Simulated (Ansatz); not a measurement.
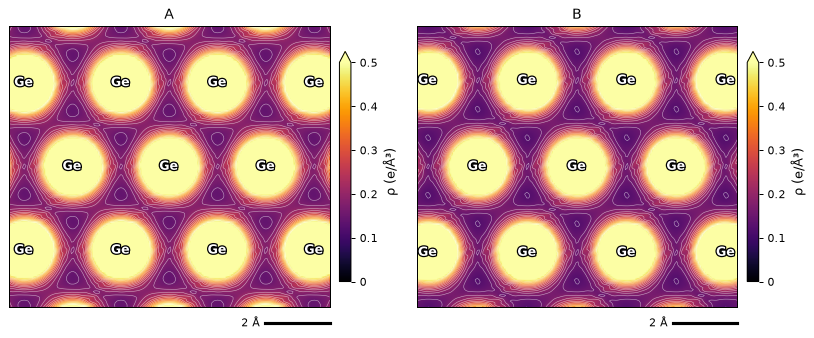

Ge. The valence electron density of two cells that differ in size, on the (010) plane of each (indices in the axes of the calculation cell), at one length scale and on one colour scale; one has 19.1 and the other 20.7 Å³ an atom.

All numbers below come from DFT, revPBE, plane waves (420 eV) with PAW, scalar-relativistic (Ansatz 0.2.0).

The larger cell:

```
Ge
1.0
     0.00000    2.18009    2.18009
     2.18009    0.00000    2.18009
     2.18009    2.18009    0.00000
Ge
1
Direct
  0.00000 0.00000 0.00000
```

The smaller cell: a = 3.002 Å, b = 3.002 Å, c = 3.002 Å, α = 60.00°, β = 60.00°, γ = 60.00°.

> Which panel shows the smaller cell, and what does the compression change?

Panel A is the smaller cell, by 8 % in volume. From the larger cell to the smaller, Ge–Ge goes from 3.08 to 3.00 Å, and the density at its midpoint from 0.17 to 0.19 e/Å³; the pressure goes from −1.9 to 2.9 GPa.
